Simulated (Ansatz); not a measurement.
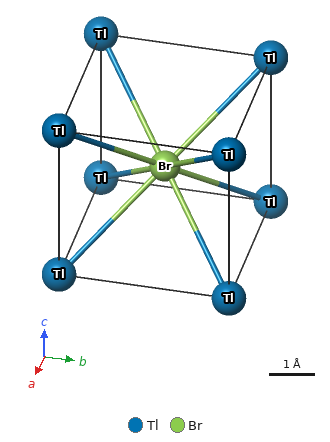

Figure 1. The structure as given in the input (ball-and-stick view of the cell of the calculation, seen at an oblique angle).

**Geometry relaxation, with input and output: TlBr**

The run: geometry relaxation of TlBr (Pm-3m, 2 atoms in the cell). Method and program: DFT PBE+D3(BJ), scalar-relativistic, plane waves, PAW, no spin polarisation (Ansatz 0.2.0).

The structure derives from an entry of the Crystallography Open Database.

What the program printed:
```
Engine: ansatz 0.2.0, x86_64-unknown-linux-gnu
Pseudopotentials: kind: paw
Pseudopotential: Tl, paw, valence charge 13, recommended cutoff 420 eV (normal), Tl.paw.azcp
Pseudopotential: Br, paw, valence charge 7, recommended cutoff 420 eV (normal), Br.paw.azcp
Functional definition: PBE
  parameter kappa = 0.804
  parameter beta = 0.06672455060314922
  exchange = pbe_x(kappa = kappa, mu = beta*pi^2/3)
  correlation = pbe_c(beta = beta)
Crystal: 2 atoms, lattice volume = 62.571 Å³
Basis set: ecut = 420 eV, 1237 PW (Γ), exchange–correlation on 54×54×54 points (8 copies of the dense FFT grid, shifted against one another)
Bands: 14, of which v1, the nominal top of the filled ones, is band 10 counted from 1 (9 counted from 0)
Symmetry: 48 space group operations
Space group: Pm-3m (ITA 221), of the structure as read, at distance tolerance 4.0e-5 Å
k-points: 35 of 512
Non-local potential: Tl, projectors of the file, l = 0: 2, l = 1: 2, l = 2: 2, l = 3: 1
Non-local potential: Br, projectors of the file, l = 0: 2, l = 1: 2, l = 2: 2
PAW form: soft (Blöchl's): semilocal exchange-correlation on the pseudo side does not see the compensation charge
PAW one-centre angular grid: Tl, 590 points (default); XC on 64 Gauss nodes
PAW one-centre angular grid: Br, 110 points (default); XC on 64 Gauss nodes
Initial density: superposition of atomic densities (neutral atoms: chi_scale 0, normalization atom), corrected by the library's trained network
Initial wavefunctions: pseudopotential atomic-orbital guess
Functional: x = pbe(κ = 0.804, μ = 0.2195149727645171), c = pbe(β = 0.06672455060314922)
SCF iter   1: F=—  HF=-14229.542814 eV  |F-HF|=—  |Δ(HF+E_count)|=         —  Δρ=6.38e-4  dr2=4.31e-4  ethr=1.77e-3  ⟨swp⟩=6.6  Hψ=2859  notcnv=0
preconditioner: auto → Resta (q_TF=auto, 2.256 Å⁻¹)  ε∞=3.6  [insulator: Δε(μ)=1.829 eV  Ē_g=13.057 eV  σ=0.020 eV  W_gap=1.00  n_scr=18 (ndim 8)  ℏωp=21.0 eV  f_vac=0.000  D(μ)=0.00/eV (n_scr^D=0)  ε∞_Penn≈3.6]
SCF iter   2: F=—  HF=-14229.542094 eV  |F-HF|=—  |Δ(HF+E_count)|=   7.20e-4  Δρ=7.40e-4  dr2=7.37e-4  ethr=2.16e-6  ⟨swp⟩=3.4  Hψ=1472  notcnv=0
SCF iter   3: F=—  HF=-14229.541984 eV  |F-HF|=—  |Δ(HF+E_count)|=   1.10e-4  Δρ=5.19e-4  dr2=3.71e-4  ethr=2.16e-6  ⟨swp⟩=1.0  Hψ=490  notcnv=0
SCF iter   4: F=—  HF=-14229.541905 eV  |F-HF|=—  |Δ(HF+E_count)|=   7.89e-5  Δρ=2.91e-4  dr2=1.14e-4  ethr=1.85e-6  ⟨swp⟩=1.0  Hψ=491  notcnv=0
SCF iter   5: F=—  HF=-14229.541875 eV  |F-HF|=—  |Δ(HF+E_count)|=   3.06e-5  Δρ=1.76e-4  dr2=2.85e-5  ethr=5.69e-7  ⟨swp⟩=1.4  Hψ=529  notcnv=0
SCF iter   6: F=—  HF=-14229.541909 eV  |F-HF|=—  |Δ(HF+E_count)|=   3.44e-5  Δρ=1.40e-4  dr2=1.91e-5  ethr=1.43e-7  ⟨swp⟩=2.0  Hψ=840  notcnv=0
SCF iter   7: F=—  HF=-14229.541904 eV  |F-HF|=—  |Δ(HF+E_count)|=   4.72e-6  Δρ=3.15e-5  dr2=5.16e-7  ethr=9.56e-8  ⟨swp⟩=2.0  Hψ=638  notcnv=0
SCF iter   8: F=—  HF=-14229.541905 eV  |F-HF|=—  |Δ(HF+E_count)|=   6.46e-7  Δρ=3.12e-5  dr2=1.41e-6  ethr=2.58e-9  ⟨swp⟩=2.1  Hψ=842  notcnv=0
SCF iter   9: F=—  HF=-14229.541905 eV  |F-HF|=—  |Δ(HF+E_count)|=   3.74e-7  Δρ=4.04e-5  dr2=2.29e-6  ethr=2.58e-9  ⟨swp⟩=1.1  Hψ=496  notcnv=0
SCF iter  10: F=-14229.541905 eV  HF=-14229.541905 eV  |F-HF|=6.39e-8  |Δ(HF+E_count)|=   6.52e-7  Δρ=7.80e-6  dr2=8.41e-8  ethr=5.00e-10  ⟨swp⟩=7.0  Hψ=3349  notcnv=0
SCF 1 converged in 10 iterations: F = -14229.541905 eV  dr2 = 8.41e-8
  greatest PAW one-centre occupation: 0.967 electrons in one spin orbital (limit 2), on the Tl atom at site 0 (counted from 0), in its partial waves of l = 2
relax step   1: F+E_penalty+E_count = -14229.54190452 eV  Δ(F+E_penalty+E_count) = +0.000e0 eV  max|allowed force component| = 7.724e-31 eV/Å  Δτ_max = 0.0000 Å  P = +0.122 GPa  Ω = 62.571 Å³  (10 SCF iters, dr2 threshold 1.00e-7 eV, accepted)
Crystal: 2 atoms, lattice volume = 62.759 Å³
Initial density: handed on by an earlier stage of this run
Initial wavefunctions: those handed on with the density
iter 1 solved again at ethr=7.78e-8 eV; its pass at ethr=3.10e-3 eV (dr2=1.56e-5 eV) is discarded
SCF iter   1: F=—  HF=-14229.541988 eV  |F-HF|=—  |Δ(HF+E_count)|=         —  Δρ=8.22e-5  dr2=1.29e-5  ethr=7.78e-8  ⟨swp⟩=2.0  Hψ=3340  notcnv=0
preconditioner: auto → Resta (q_TF=auto, 2.255 Å⁻¹)  ε∞=3.6  [insulator: Δε(μ)=1.845 eV  Ē_g=13.047 eV  σ=0.020 eV  W_gap=1.00  n_scr=18 (ndim 8)  ℏωp=21.0 eV  f_vac=0.000  D(μ)=0.00/eV (n_scr^D=0)  ε∞_Penn≈3.6]
SCF iter   2: F=—  HF=-14229.541988 eV  |F-HF|=—  |Δ(HF+E_count)|=   2.04e-7  Δρ=4.15e-5  dr2=2.50e-6  ethr=6.45e-8  ⟨swp⟩=1.9  Hψ=566  notcnv=0
SCF iter   3: F=—  HF=-14229.541987 eV  |F-HF|=—  |Δ(HF+E_count)|=   9.50e-7  Δρ=1.34e-5  dr2=1.86e-7  ethr=1.25e-8  ⟨swp⟩=2.7  Hψ=729  notcnv=0
SCF iter   4: F=-14229.541987 eV  HF=-14229.541987 eV  |F-HF|=2.17e-9  |Δ(HF+E_count)|=   2.84e-8  Δρ=2.38e-6  dr2=3.39e-9  ethr=1.87e-10  ⟨swp⟩=8.7  Hψ=3234  notcnv=0
SCF 2 converged in 4 iterations: F = -14229.541987 eV  dr2 = 3.39e-9
relax step   2: F+E_penalty+E_count = -14229.54198723 eV  Δ(F+E_penalty+E_count) = -8.271e-5 eV  max|allowed force component| = 3.155e-30 eV/Å  Δτ_max = 0.0000 Å  P = +0.069 GPa  Ω = 62.759 Å³  energy of the carried Pulay correction = -2.922e-5 eV  (4 SCF iters, dr2 threshold 3.73e-8 eV, accepted)
Crystal: 2 atoms, lattice volume = 63.007 Å³
iter 1 solved again at ethr=1.49e-7 eV; its pass at ethr=3.10e-3 eV (dr2=2.99e-5 eV) is discarded
SCF iter   1: F=—  HF=-14229.542013 eV  |F-HF|=—  |Δ(HF+E_count)|=         —  Δρ=1.14e-4  dr2=2.53e-5  ethr=1.49e-7  ⟨swp⟩=2.0  Hψ=3344  notcnv=0
preconditioner: auto → Resta (q_TF=auto, 2.253 Å⁻¹)  ε∞=3.6  [insulator: Δε(μ)=1.857 eV  Ē_g=13.036 eV  σ=0.020 eV  W_gap=1.00  n_scr=18 (ndim 8)  ℏωp=20.9 eV  f_vac=0.000  D(μ)=0.00/eV (n_scr^D=0)  ε∞_Penn≈3.6]
SCF iter   2: F=—  HF=-14229.542008 eV  |F-HF|=—  |Δ(HF+E_count)|=   5.00e-6  Δρ=5.57e-5  dr2=4.72e-6  ethr=1.27e-7  ⟨swp⟩=1.9  Hψ=562  notcnv=0
SCF iter   3: F=—  HF=-14229.542008 eV  |F-HF|=—  |Δ(HF+E_count)|=   2.48e-7  Δρ=1.88e-5  dr2=3.61e-7  ethr=2.36e-8  ⟨swp⟩=2.5  Hψ=696  notcnv=0
SCF iter   4: F=-14229.542008 eV  HF=-14229.542008 eV  |F-HF|=3.79e-9  |Δ(HF+E_count)|=   6.06e-8  Δρ=3.24e-6  dr2=6.48e-9  ethr=6.00e-11  ⟨swp⟩=7.0  Hψ=3372  notcnv=0
SCF 3 converged in 4 iterations: F = -14229.542008 eV  dr2 = 6.48e-9
relax step   3: F+E_penalty+E_count = -14229.54200801 eV  Δ(F+E_penalty+E_count) = -2.078e-5 eV  max|allowed force component| = 9.861e-31 eV/Å  Δτ_max = 0.0000 Å  P = +0.009 GPa  Ω = 63.007 Å³  energy of the carried Pulay correction = -6.753e-5 eV  (4 SCF iters, dr2 threshold 1.20e-8 eV, accepted)
Initial wavefunctions: pseudopotential atomic-orbital guess (no wavefunctions were taken with the density)
iter 1 solved again at ethr=5.54e-6 eV; its pass at ethr=3.10e-3 eV (dr2=1.11e-3 eV) is discarded
SCF iter   1: F=—  HF=-14229.542087 eV  |F-HF|=—  |Δ(HF+E_count)|=         —  Δρ=1.10e-5  dr2=1.45e-8  ethr=5.54e-6  ⟨swp⟩=2.8  Hψ=4122  notcnv=0
eigensolver tolerance schedule: the retry pair's looser diagonalisation over-reported the residual by 76498.90 of it (diagonalisation noise at an unbounded share of the residual, at the tolerance the schedule requests for it); recorded, not acted on — ethr = c·dr2/N_el stays at c = 1.0e-1
preconditioner: auto → Resta (q_TF=auto, 2.253 Å⁻¹)  ε∞=3.6  [insulator: Δε(μ)=1.854 eV  Ē_g=13.037 eV  σ=0.020 eV  W_gap=1.00  n_scr=18 (ndim 8)  ℏωp=20.9 eV  f_vac=0.000  D(μ)=0.00/eV (n_scr^D=0)  ε∞_Penn≈3.6]
SCF iter   2: F=—  HF=-14229.542087 eV  |F-HF|=—  |Δ(HF+E_count)|=   5.14e-8  Δρ=6.42e-6  dr2=8.29e-9  ethr=7.24e-11  ⟨swp⟩=4.0  Hψ=1443  notcnv=0
SCF iter   3: F=—  HF=-14229.542087 eV  |F-HF|=—  |Δ(HF+E_count)|=   4.40e-9  Δρ=2.48e-6  dr2=1.21e-9  ethr=4.14e-11  ⟨swp⟩=2.1  Hψ=703  notcnv=0
SCF iter   4: F=—  HF=-14229.542087 eV  |F-HF|=—  |Δ(HF+E_count)|=   2.37e-9  Δρ=9.95e-7  dr2=3.86e-10  ethr=6.06e-12  ⟨swp⟩=2.0  Hψ=814  notcnv=0
SCF iter   5: F=—  HF=-14229.542087 eV  |F-HF|=—  |Δ(HF+E_count)|=  1.09e-10  Δρ=3.15e-7  dr2=3.01e-11  ethr=1.93e-12  ⟨swp⟩=2.0  Hψ=681  notcnv=0
SCF iter   6: F=-14229.542087 eV  HF=-14229.542087 eV  |F-HF|=3.64e-12  |Δ(HF+E_count)|=  3.64e-12  Δρ=7.21e-8  dr2=1.60e-12  ethr=1.00e-12  ⟨swp⟩=5.5  Hψ=2077  notcnv=0
SCF 4 converged in 6 iterations: F = -14229.542087 eV  dr2 = 1.60e-12
relax step   4: F+E_penalty+E_count = -14229.54208733 eV  Δ(F+E_penalty+E_count) = -7.932e-5 eV  max|allowed force component| = 1.179e-30 eV/Å  Δτ_max = 0.0000 Å  P = +0.009 GPa  Ω = 63.007 Å³  stress off target by 8.87e-3 GPa  SCF on the basis re-selected at this cell (its energy is not comparable with the rows above)  (6 SCF iters)
```

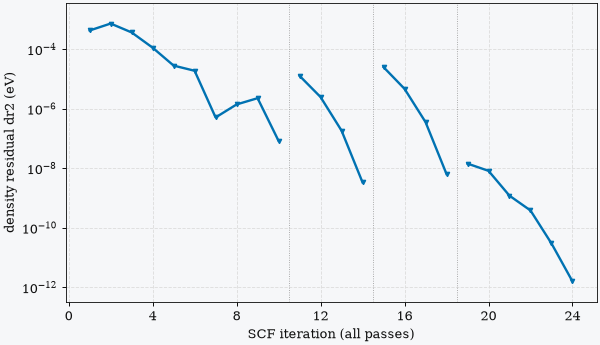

Figure 2. Convergence of the self-consistent field: density residual dr2 against the SCF iteration. The dotted lines part the SCF passes of the relaxation: geometry steps, rejected trials and re-solves on a re-selected basis. The passes take 10, 4, 4 and 6 iterations.

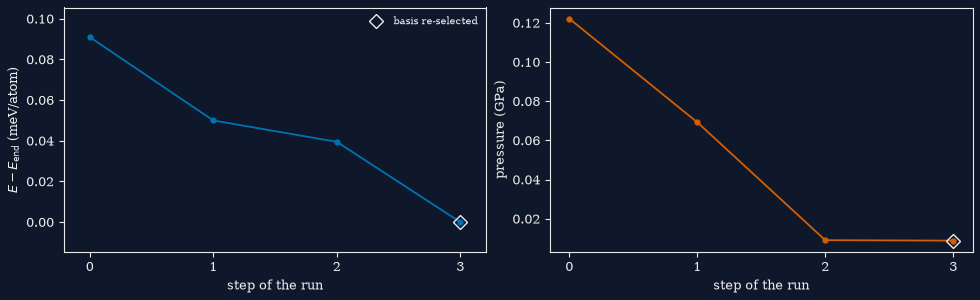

Figure 3. Progress of the relaxation, step by step (the first geometry is step 0 here and step 1 in the log). The energy falls by 0.1 meV per atom in 2 geometry steps. All forces vanish by symmetry, so only the cell relaxes. The pressure goes from 0.12 to 0.01 GPa. No atom moves by more than 0.005 Å relative to the cell. Cell: a = b = c 3.970 → 3.979 Å (+0.2 %). Volume +0.7 %. Distances before and after: Tl1–Br2 3.438 → 3.446 Å. The space group stays Pm-3m (No. 221). A last SCF at the same geometry on a re-selected plane-wave basis shifts the energy by next to nothing (0.0 meV per atom). (Atoms are counted from 1 in the order of the input.)

```
basis re-selected at this cell: Δ(F+E_penalty+E_count) = -7.932e-5 eV, ΔP = -0.000 GPa vs the last step (what re-selecting the basis moved, of the pressure what is left beyond the Pulay correction that the steps carried, after the strain that the cell walked since its last selection, with what the two solves' SCF thresholds leave and, on support functions, any second-order correction that the steps lacked; it is no measure of the basis error at this ecutwfc). This SCF's stress stands 8.87e-3 GPa from its target on what of the cell is left free (relax.cell.stress_tol is 5.00e-2 GPa) and its largest allowed force component is 1.18e-30 eV/Å (relax.f_tol is 5.00e-3 eV/Å): within both
SCF converged after 6 iterations
Free energy (F): -14229.542087 eV
Harris-Foulkes:  -14229.542087 eV  (|F-HF|=3.64e-12)
Internal energy: -14229.542087 eV  (E = F + TS)
E sigma→0 (E₀):  -14229.542087 eV
Fermi energy:    6.090718 eV
--- Per-component energies (eV) ---
  E_band       = -41.430761
  E_kinetic    = 464.737626
  E_local      = -1221.143030  (includes V_loc(G=0)·N_el)
  E_nonlocal   = 388.124972
  E_hartree    = 426.672807
  E_xc         = -495.616416
  E_vxc        = -245.790172  (∫ρ·V_xc dr)
  E_paw        = -12408.539982  (= ΣΔE_a)
  E_vpaw       = -280.705769  (= ΣTr[D̂ρ^β])
  E_aug_tail   = 0.000033  (compensation charges beyond the density's cutoff)
  E_ewald      = -1383.229676
  E_disp       = -0.548422  (pairwise vdW)
  E_smearing   = -0.000000  (= −TS)
  E_closure    = 0.000000  (closes the sum)
  Σ components = -14229.542087   (vs F -14229.542087, Δ=0.00e0)
--- Forces (eV/Å), atoms counted from 1 ---
  atom   1  Tl    -0.00000000    -0.00000000    -0.00000000
  atom   2  Br    -0.00000000    -0.00000000     0.00000000
  max |Σ_I F_I| component: 2.37e-30 eV/Å
--- Stress (GPa, compression-positive) ---
        0.008871      -0.000000       0.000000
       -0.000000       0.008871       0.000000
        0.000000       0.000000       0.008871
  P = ⅓ Tr σ = 0.0089 GPa (0.089 kbar)
--- Band table (eV; the first three rows and the last of 35) ---
  k-point 0: bands = ["-8.5811", "-4.9516", "-4.9516", "-4.7750", "-4.7750", "-4.7750", "0.5170", "3.8521", "3.8521", "3.8521", "12.1691", "12.1691", "12.3914", "12.3914"]
  k-point 1: bands = ["-8.5483", "-4.9501", "-4.9322", "-4.7840", "-4.7840", "-4.7742", "0.3811", "3.9188", "3.9188", "3.9390", "10.9247", "12.1723", "12.1723", "12.2663"]
  k-point 2: bands = ["-8.4665", "-4.9464", "-4.8863", "-4.8054", "-4.8054", "-4.7723", "0.0597", "4.0880", "4.0880", "4.2385", "9.2425", "11.6494", "11.6494", "12.5447"]
  k-point 34: bands = ["-8.0427", "-4.9100", "-4.9100", "-4.9100", "-4.7198", "-4.7198", "2.4181", "3.2347", "3.2347", "3.2347", "7.3008", "7.3008", "7.3008", "17.9737"]
--- Relaxed structure (3 steps of the walk, 3 accepted, 1 SCFs on fresh bases) ---
  F+E_penalty+E_count = -14229.54208733 eV   max|allowed force component| = 1.179e-30 eV/Å   (the final SCF, on the basis selected at the relaxed cell)
  cell:  # Å, volume = 63.0066 Å³
    - [3.9791970935670404, -7.3827314534844035e-34, 3.209883240645393e-35]
    - [-7.3827314534844035e-34, 3.9791970935670404, -2.407412430484045e-35]
    - [6.419766481290786e-35, -2.407412430484045e-35, 3.9791970935670404]
  atoms:
    - { symbol: Tl, position: [-8.08534821311698e-36, 1.5160027899920654e-36, 1.2633356583144652e-37] }
    - { symbol: Br, position: [0.5, 0.5, 0.5] }
```

Trajectory as extended XYZ (Å, eV, eV/Å), 4 frames, from step=1 to step=4:
```
2
Lattice="3.9700 0.0000 0.0000 0.0000 3.9700 0.0000 0.0000 0.0000 3.9700" Properties=species:S:1:pos:R:3:forces:R:3 step=1 energy=-14229.54191 pressure_GPa=0.12
Tl    0.0000    0.0000    0.0000    0.0000   0.0000   0.0000
Br    1.9850    1.9850    1.9850    0.0000   0.0000   0.0000
2
Lattice="3.9740 0.0000 0.0000 0.0000 3.9740 0.0000 0.0000 0.0000 3.9740" Properties=species:S:1:pos:R:3:forces:R:3 step=2 energy=-14229.54199 pressure_GPa=0.07
Tl    0.0000    0.0000    0.0000    0.0000   0.0000   0.0000
Br    1.9870    1.9870    1.9870    0.0000   0.0000   0.0000
2
Lattice="3.9792 0.0000 0.0000 0.0000 3.9792 0.0000 0.0000 0.0000 3.9792" Properties=species:S:1:pos:R:3:forces:R:3 step=3 energy=-14229.54201 pressure_GPa=0.01
Tl    0.0000    0.0000    0.0000    0.0000   0.0000   0.0000
Br    1.9896    1.9896    1.9896    0.0000   0.0000   0.0000
2
Lattice="3.9792 0.0000 0.0000 0.0000 3.9792 0.0000 0.0000 0.0000 3.9792" Properties=species:S:1:pos:R:3:forces:R:3 step=4 energy=-14229.54209 pressure_GPa=0.01
Tl    0.0000    0.0000    0.0000    0.0000   0.0000   0.0000
Br    1.9896    1.9896    1.9896    0.0000   0.0000   0.0000
```

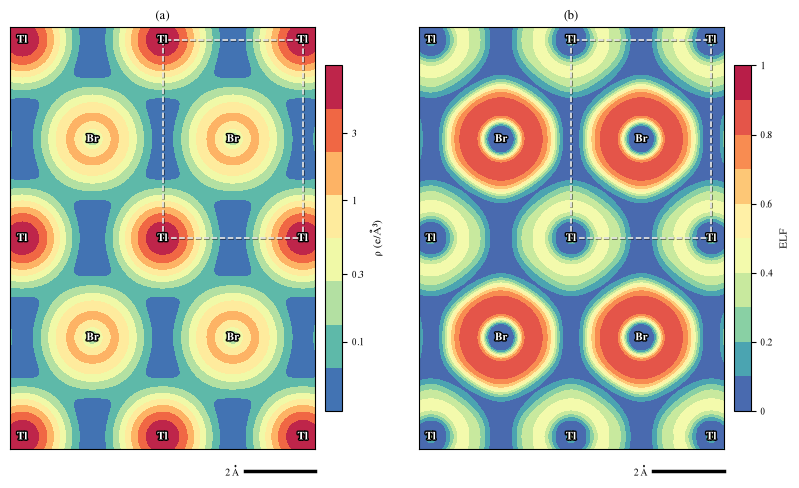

Figure 4. (a) valence charge density (pseudo); (b) ELF on the (101̄) plane of the conventional cell. The plane passes through Tl and Br nuclei. Away from the nuclei the density in this plane falls to 0.03 e/Å³ at its lowest. Core electrons are frozen (PAW), so the fields are smoothed inside the atomic spheres.

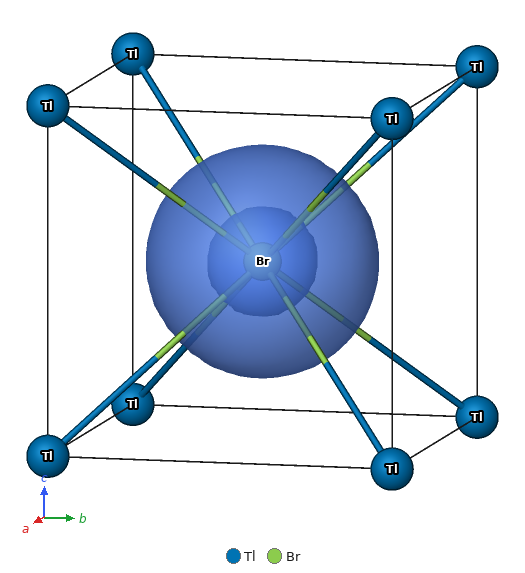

Figure 5. Isosurface of the ELF at 0.7 (blue), seen slightly off an axis. Only the valence region is drawn (cores and ρ < 0.01 e/Å³ removed). Sticks mark near contacts. The outline is the cell set on symmetry axes. Values along the shortest contacts:

The run was set up as follows.

Input:
```yaml
crystal:
  lattice:
    - [3.97, 0.0, 0.0]
    - [0.0, 3.97, 0.0]
    - [0.0, 0.0, 3.97]
  atoms:
    - { symbol: Tl, position: [0.0, 0.0, 0.0] }
    - { symbol: Br, position: [0.5, 0.5, 0.5] }
basis:
  ecutwfc: 420
kpoints:
  mp_grid: { grid: [8, 8, 8] }
hamiltonian:
  xc: pbe
  dispersion: d3bj
scf:
  occupations: { method: gaussian, width: 0.02 }
output:
  forces: true
  stress: true
  eigenvalues: true
  write_density: true
  write_potential: true
  elf: true
  volumetric_format: npy
relax:
  adjacent_minimum: "off"
  f_tol: 0.005
  max_steps: 80
  cell: { stress_tol: 0.05 }
```

Launch command:
```bash
ansatz run input.yaml --threads 4 --pin off --max-ram 9216MiB --backend cpu --events-out ev --progress --plain --runs-dir out
```

Results in brief:

| quantity | value |
| --- | --- |
| outcome | converged |
| space group (tolerance 0.01 Å) | Pm-3m (221) |
| electrons treated | 20 |
| free energy | −14229.5421 eV |
| Fermi energy | 6.091 eV |
| gap on the k-point mesh | 1.85 eV |
| pressure | 0.01 GPa |
| final volume | 63.01 Å³ |
| largest force (length of the vector) at the end | under 0.001 eV/Å |
| final cell | a = 3.979 Å, b = 3.979 Å, c = 3.979 Å, α = 90.00°, β = 90.00°, γ = 90.00° |
| hardware | 4 threads of Intel Xeon (Granite Rapids), 64 GiB of memory available, shared host |
| wall time | 2 s (CPU time 5.7 s) |
| peak memory | 0.4 GiB |

Notes:

Spin–orbit coupling is left out, which matters for Tl.
